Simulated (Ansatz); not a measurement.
# Two runs on CO₂

System: CO₂ (I-42d, 6 atoms in the cell).
Method of run 1: independent-particle optics of PBE bands, plane waves, PAW, no spin polarisation (Ansatz 0.2.0).

The structure derives from an entry of the Crystallography Open Database. The geometry comes from this level: r2SCAN. Text and figures count atoms from 1; the logs count them from 0 in places.

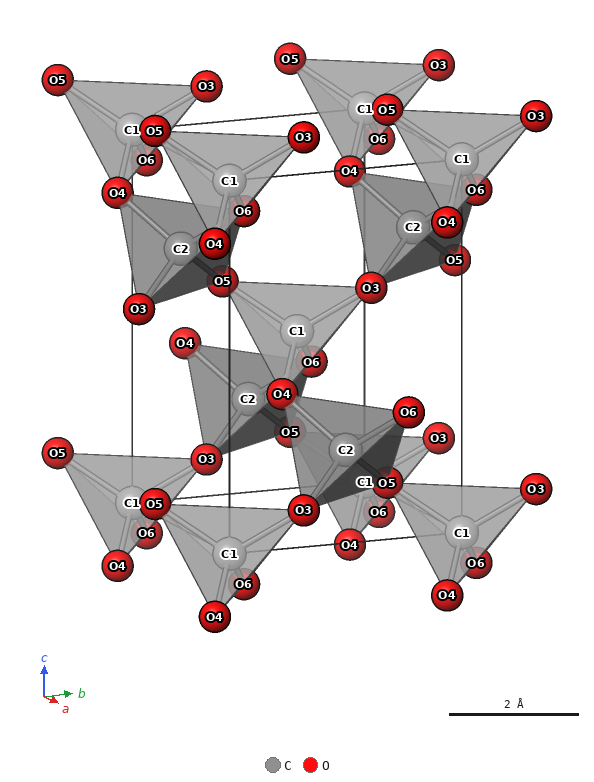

Figure 1. The input geometry (polyhedral view of the cell 2 times as large as that of the calculation, set on its symmetry axes, seen slightly off an axis; polyhedra are completed across the faces of the cell; atoms are numbered from 1 in the order of the input).

**Input, run 1**
```yaml
crystal:
  lattice:
    - [-1.9548127153, 1.9548127153, 2.9673315043]
    - [1.9548127153, -1.9548127153, 2.9673315043]
    - [1.9548127153, 1.9548127153, -2.9673315043]
  atoms:
    - { symbol: C, position: [0.0, 0.0, 0.0] }
    - { symbol: C, position: [0.75, 0.25, 0.5] }
    - { symbol: O, position: [0.375, 0.2923507872, 0.4173507872] }
    - { symbol: O, position: [0.7076492128, 0.125, 0.0826492128] }
    - { symbol: O, position: [0.875, 0.9576492128, 0.5826492128] }
    - { symbol: O, position: [0.0423507872, 0.625, 0.9173507872] }
kpoints:
  mp_grid: { grid: [8, 8, 8] }
hamiltonian:
  xc: pbe
scf:
  occupations: { method: fixed }
output:
  optics:
    e_range: [0, 26]
    de: 0.05
    sigma: 0.1
    bands: { spectra_wanted_up_to: 26 }
```

Launched with:
```bash
ansatz run input.yaml --threads 4 --pin off --max-ram 5529MiB --backend cpu --events-out ev --progress --plain --runs-dir out
```

Hardware: 4 threads of Arm Neoverse V1, 24 GiB of memory available, shared host.

**Output, shortened to warnings, some set-up lines, iterations and results (run 1)**
```
Basis set: ecut = 420 eV, 901 PW (Γ)
Symmetry: 8 space group operations
k-points: 59 of 512 (time reversal used)
Initial density: superposition of atomic densities (neutral atoms: chi_scale 0, normalization atom), corrected by the library's trained network
[...]
SCF iter   1: F=—  HF=-2766.871017 eV  |F-HF|=—  |Δ(HF+E_count)|=         —  Δρ=5.88e-3  dr2=9.35e-3  ethr=1.77e-3  ⟨swp⟩=5.2  Hψ=5049  notcnv=0  defer=222
SCF iter   2: F=—  HF=-2766.871384 eV  |F-HF|=—  |Δ(HF+E_count)|=   3.67e-4  Δρ=2.85e-3  dr2=1.30e-3  ethr=2.92e-5  ⟨swp⟩=2.1  Hψ=2615  notcnv=0  defer=233
SCF iter   3: F=—  HF=-2766.871574 eV  |F-HF|=—  |Δ(HF+E_count)|=   1.90e-4  Δρ=1.31e-3  dr2=1.60e-4  ethr=4.05e-6  ⟨swp⟩=2.0  Hψ=2016  notcnv=0  defer=233
SCF iter   4: F=—  HF=-2766.871878 eV  |F-HF|=—  |Δ(HF+E_count)|=   3.05e-4  Δρ=2.85e-4  dr2=8.45e-6  ethr=4.99e-7  ⟨swp⟩=3.0  Hψ=2335  notcnv=0  defer=131
SCF iter   5: F=—  HF=-2766.871898 eV  |F-HF|=—  |Δ(HF+E_count)|=   2.00e-5  Δρ=2.97e-5  dr2=1.19e-7  ethr=2.64e-8  ⟨swp⟩=2.6  Hψ=2133  notcnv=0  defer=113
SCF iter   6: F=—  HF=-2766.871897 eV  |F-HF|=—  |Δ(HF+E_count)|=   9.15e-7  Δρ=2.48e-6  dr2=9.71e-10  ethr=3.72e-10  ⟨swp⟩=2.0  Hψ=2119  notcnv=0  defer=113
SCF iter   7: F=—  HF=-2766.871897 eV  |F-HF|=—  |Δ(HF+E_count)|=   2.48e-9  Δρ=3.99e-7  dr2=2.23e-11  ethr=3.03e-12  ⟨swp⟩=2.0  Hψ=2129  notcnv=0  defer=113
SCF iter   8: F=-2766.871897 eV  HF=-2766.871897 eV  |F-HF|=0.00e0  |Δ(HF+E_count)|=  2.14e-11  Δρ=6.29e-8  dr2=4.62e-13  ethr=1.00e-12  ⟨swp⟩=8.5  Hψ=4391  notcnv=0
SCF 1 converged in 8 iterations: F = -2766.871897 eV  dr2 = 4.62e-13
NSCF: frozen V_eff on 59 k-points
Optics k sum: 0 of 59 k-points
Optics k sum: 3 of 59 k-points
Optics k sum: 6 of 59 k-points
Optics k sum: 9 of 59 k-points
Optics k sum: 12 of 59 k-points
Optics k sum: 15 of 59 k-points
Optics k sum: 18 of 59 k-points
Optics k sum: 21 of 59 k-points
Optics k sum: 24 of 59 k-points
Optics k sum: 27 of 59 k-points
Optics k sum: 30 of 59 k-points
Optics k sum: 33 of 59 k-points
Optics k sum: 36 of 59 k-points
Optics k sum: 39 of 59 k-points
Optics k sum: 42 of 59 k-points
Optics k sum: 45 of 59 k-points
Optics k sum: 48 of 59 k-points
Optics k sum: 51 of 59 k-points
Optics k sum: 54 of 59 k-points
Optics k sum: 57 of 59 k-points
Optics k sum: 59 of 59 k-points
Optics k sum: 0 of 59 k-points
Optics k sum: 3 of 59 k-points
Optics k sum: 6 of 59 k-points
Optics k sum: 9 of 59 k-points
Optics k sum: 12 of 59 k-points
Optics k sum: 15 of 59 k-points
Optics k sum: 18 of 59 k-points
Optics k sum: 21 of 59 k-points
Optics k sum: 24 of 59 k-points
Optics k sum: 27 of 59 k-points
Optics k sum: 30 of 59 k-points
Optics k sum: 33 of 59 k-points
Optics k sum: 36 of 59 k-points
Optics k sum: 39 of 59 k-points
Optics k sum: 42 of 59 k-points
Optics k sum: 45 of 59 k-points
Optics k sum: 48 of 59 k-points
Optics k sum: 51 of 59 k-points
Optics k sum: 54 of 59 k-points
Optics k sum: 57 of 59 k-points
Optics k sum: 59 of 59 k-points
NSCF: frozen V_eff on 1 k-points
NSCF: frozen V_eff on 1 k-points
[...]
```

The input of run 2 differs as follows (lines with − go, lines with + come):
```diff
-  xc: pbe
+  xc: lda
-    e_range: [0, 26]
-    de: 0.05
-    sigma: 0.1
-    bands: { spectra_wanted_up_to: 26 }
+    e_range: [0, 20]
+    de: 0.2
+    sigma: 0.4
+    scissors: 0.6
+    scheme: fermi_dirac
+    bands: auto
```

How does run 2 compare with run 1?

The total energies belong to different methods, so their difference says nothing on which is more stable or more accurate. The gap on the mesh goes from 7.81 to 7.54 eV. The functional changes from PBE to LDA. The number of SCF iterations is the same.

**Output, shortened to warnings, some set-up lines, iterations and results (run 2)**
```
Basis set: ecut = 420 eV, 901 PW (Γ)
Symmetry: 8 space group operations
k-points: 59 of 512 (time reversal used)
Initial density: superposition of atomic densities (neutral atoms: chi_scale 0, normalization atom), corrected by the library's trained network
[...]
SCF iter   1: F=—  HF=-2703.087554 eV  |F-HF|=—  |Δ(HF+E_count)|=         —  Δρ=1.12e-2  dr2=4.50e-2  ethr=1.77e-3  ⟨swp⟩=5.0  Hψ=4971  notcnv=0  defer=224
SCF iter   2: F=—  HF=-2703.073170 eV  |F-HF|=—  |Δ(HF+E_count)|=   1.44e-2  Δρ=3.82e-3  dr2=3.18e-3  ethr=1.41e-4  ⟨swp⟩=2.4  Hψ=2559  notcnv=0  defer=233
SCF iter   3: F=—  HF=-2703.072337 eV  |F-HF|=—  |Δ(HF+E_count)|=   8.34e-4  Δρ=1.66e-3  dr2=6.72e-4  ethr=9.94e-6  ⟨swp⟩=2.0  Hψ=2167  notcnv=0  defer=233
SCF iter   4: F=—  HF=-2703.072181 eV  |F-HF|=—  |Δ(HF+E_count)|=   1.55e-4  Δρ=5.08e-4  dr2=2.63e-5  ethr=2.10e-6  ⟨swp⟩=2.0  Hψ=2016  notcnv=0  defer=166
SCF iter   5: F=—  HF=-2703.072176 eV  |F-HF|=—  |Δ(HF+E_count)|=   5.71e-6  Δρ=3.45e-5  dr2=1.17e-7  ethr=8.21e-8  ⟨swp⟩=2.0  Hψ=2131  notcnv=0  defer=111
SCF iter   6: F=—  HF=-2703.072176 eV  |F-HF|=—  |Δ(HF+E_count)|=   4.37e-7  Δρ=6.39e-6  dr2=4.12e-9  ethr=3.66e-10  ⟨swp⟩=2.4  Hψ=1709  notcnv=0  defer=111
SCF iter   7: F=—  HF=-2703.072176 eV  |F-HF|=—  |Δ(HF+E_count)|=   1.31e-9  Δρ=4.54e-7  dr2=3.24e-11  ethr=1.29e-11  ⟨swp⟩=2.4  Hψ=2050  notcnv=0  defer=111
SCF iter   8: F=-2703.072176 eV  HF=-2703.072176 eV  |F-HF|=1.82e-12  |Δ(HF+E_count)|=  4.55e-12  Δρ=6.28e-8  dr2=7.94e-13  ethr=1.00e-12  ⟨swp⟩=9.0  Hψ=4692  notcnv=0
SCF 1 converged in 8 iterations: F = -2703.072176 eV  dr2 = 7.94e-13
NSCF: frozen V_eff on 59 k-points
Optics k sum: 0 of 59 k-points
Optics k sum: 3 of 59 k-points
Optics k sum: 6 of 59 k-points
Optics k sum: 9 of 59 k-points
Optics k sum: 12 of 59 k-points
Optics k sum: 15 of 59 k-points
Optics k sum: 18 of 59 k-points
Optics k sum: 21 of 59 k-points
Optics k sum: 24 of 59 k-points
Optics k sum: 27 of 59 k-points
Optics k sum: 30 of 59 k-points
Optics k sum: 33 of 59 k-points
Optics k sum: 36 of 59 k-points
Optics k sum: 39 of 59 k-points
Optics k sum: 42 of 59 k-points
Optics k sum: 45 of 59 k-points
Optics k sum: 48 of 59 k-points
Optics k sum: 51 of 59 k-points
Optics k sum: 54 of 59 k-points
Optics k sum: 57 of 59 k-points
Optics k sum: 59 of 59 k-points
NSCF: frozen V_eff on 1 k-points
NSCF: frozen V_eff on 1 k-points
[...]
```

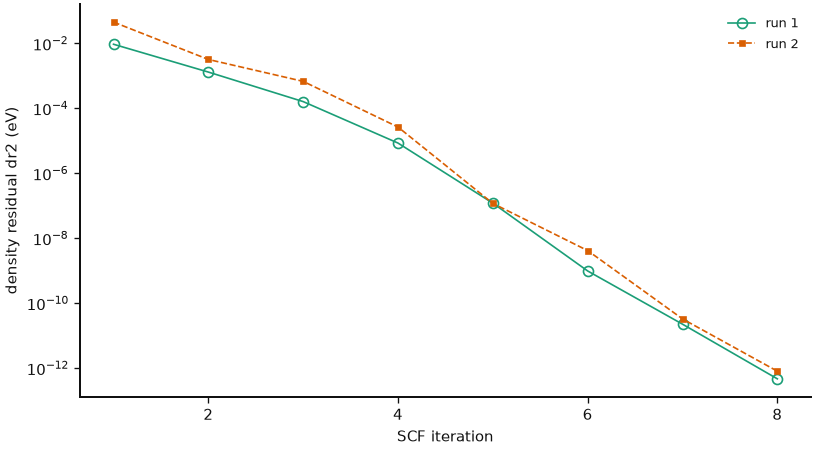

Figure 2. Convergence of the two runs: density residual dr2 against the SCF iteration. Run 1 takes 8 iterations in all, and run 2 takes 8.

**The two runs side by side**

| quantity | run 1 | run 2 |
| --- | --- | --- |
| outcome | converged | converged |
| free energy per atom (eV) | −461.1453 | −450.5120 |
| gap on the mesh (eV) | 7.81 | 7.54 |
| SCF iterations | 8 | 8 |
| irreducible k-points | 59 | 59 |
| plane waves at Γ | 901 | 901 |
| wall time (shared host) | 21 s | 19 s |
